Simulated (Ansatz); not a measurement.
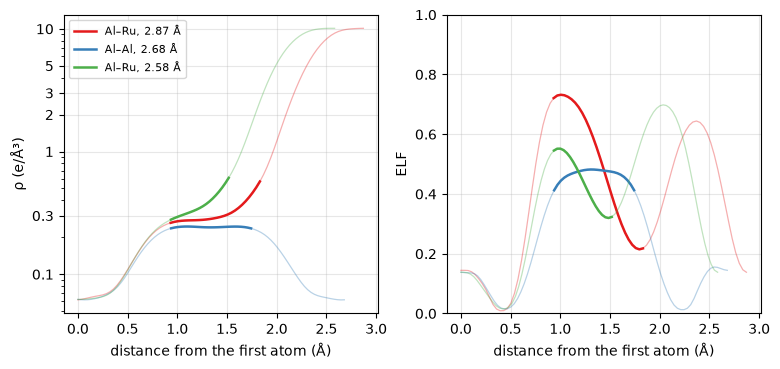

The picture shows: Al₈Ru₃ (slab). Valence charge density (pseudo) and electron localisation function along straight lines between neighbouring atoms. Thin, pale parts lie inside the atomic spheres.

Not relaxed (largest force 0.5 eV/Å); computed without spin polarisation.

These are results of DFT PBEsol, scalar-relativistic, plane waves, PAW in Ansatz, not measurements.

In a PAW calculation such maps are meaningful between the atoms, not at the nuclei.

```xyz
11
Lattice="3.1214 0.0000 0.0000 -1.5607 4.4914 0.0000 0.0000 0.0000 24.7118" Properties=species:S:1:pos:R:3 pbc="T T T"
Al    1.5607    1.7987    7.5000
Al    0.0000    3.7773    8.4312
Ru    0.0000    1.0846    9.4290
Al    1.5607    2.8833   10.4269
Al    1.5607    0.3705   11.3580
Ru    0.0000    2.1692   12.3559
Al    1.5607    3.9679   13.3537
Al    1.5607    1.4551   14.2849
Ru    0.0000    3.2538   15.2827
Al    0.0000    0.5611   16.2806
Al    1.5607    2.5397   17.2117
```

Q: Compare the contacts.

A: Al–Ru (2.87 Å): ρ is about 0.29 e/Å³ halfway; the ELF is about 0.50 at the midpoint.
Al–Al (2.68 Å): the density is about 0.24 e/Å³ at the midpoint; the ELF is about 0.50 at the midpoint.
Al–Ru (2.58 Å): ρ is about 0.37 e/Å³ halfway; the ELF is about 0.40 at the midpoint.
